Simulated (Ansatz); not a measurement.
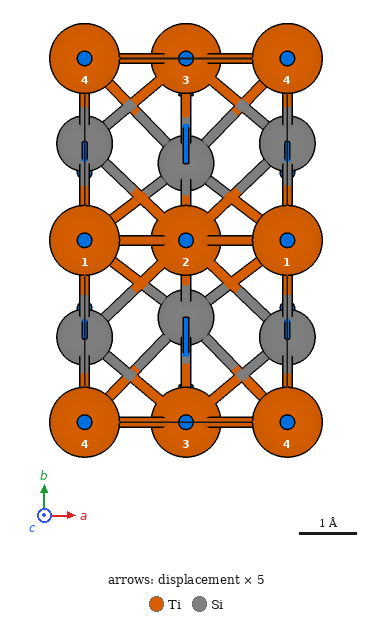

This is a relaxation of crystalline TiSi (set up in Pmm2) (coarse preliminary run). The starting structure is drawn; blue arrows show the displacements (the part carried along by the change of the cell is left out), 5 times their true length.

Style: ball-and-stick. Shown: the cell of the calculation, along the c axis.

Method: Ansatz, DFT r2SCAN, scalar-relativistic, plane waves, PAW.

The input:
```yaml
crystal:
  lattice:
    - [3.618, 0.0, 0.0]
    - [0.0, 6.492, 0.0]
    - [0.0, 0.0, 4.973]
  atoms:
    - { symbol: Ti, position: [0.0, 0.5, 0.0] }
    - { symbol: Ti, position: [0.5, 0.5, 0.5] }
    - { symbol: Ti, position: [0.5, 0.0, 0.5] }
    - { symbol: Ti, position: [0.0, 0.0, 0.0] }
    - { symbol: Si, position: [0.0, 0.766, 0.625] }
    - { symbol: Si, position: [0.0, 0.234, 0.625] }
    - { symbol: Si, position: [0.5, 0.288, 0.078] }
    - { symbol: Si, position: [0.5, 0.712, 0.078] }
basis:
  ecutwfc: 500
kpoints:
  mp_grid: { grid: [6, 4, 4] }
hamiltonian:
  xc: r2scan
scf:
  occupations: { method: gaussian, width: 0.1 }
output:
  forces: true
  stress: true
  eigenvalues: true
relax:
  adjacent_minimum: "off"
  f_tol: 0.05
  max_steps: 80
  cell: { stress_tol: 0.5 }
```

Run as
```bash
ansatz run input.yaml --threads 2 --pin off --max-ram 5120MiB --backend cpu --events-out ev --progress --plain --runs-dir out
```

**Atoms of which element are displaced furthest, and by how much?**

Silicon: up to 0.33 Å, against 0.21 Å for titanium.

**Describe the change and its energy.**

The energy falls by 441 meV per atom in 7 accepted moves (9 points after the start). The largest force component goes from 3.4 to 0.0044 eV/Å. Pressure: 16.58 GPa at the start and 0.00 GPa at the end. The line search rejected the trial step at point 5 of the run. At 1 point the geometry stayed and the basis and grid were re-selected for the new cell (energy shift of 0.4 meV per atom at most each time). The largest moves relative to the cell, 0.33 Å, are those of Si5 and Si6. Si5 goes roughly along [0 −1 −3]. By element the largest moves are Si 0.33 Å, Ti 0.21 Å. The volume changes by −1.8 %, with a 3.618 → 3.694 Å (+2.1 %), b 6.492 → 7.633 Å (+17.6 %), c 4.973 → 4.069 Å (−18.2 %). Some distances before and after: Si7–Si8 2.753 → 3.817 Å, Si5–Si6 3.038 → 3.817 Å, Ti1–Si5 3.556 → 2.790 Å, Ti4–Si5 3.460 → 2.789 Å. Bond angles that change, for instance: Ti2–Si6–Ti3 151.1° → 180.0°, Ti3–Si6–Ti4 78.7° → 60.6°, Ti1–Si6–Ti2 73.8° → 60.6°. The space group (tolerance 0.01 Å) goes from Pmm2 (No. 25) to Cmmm (No. 65).
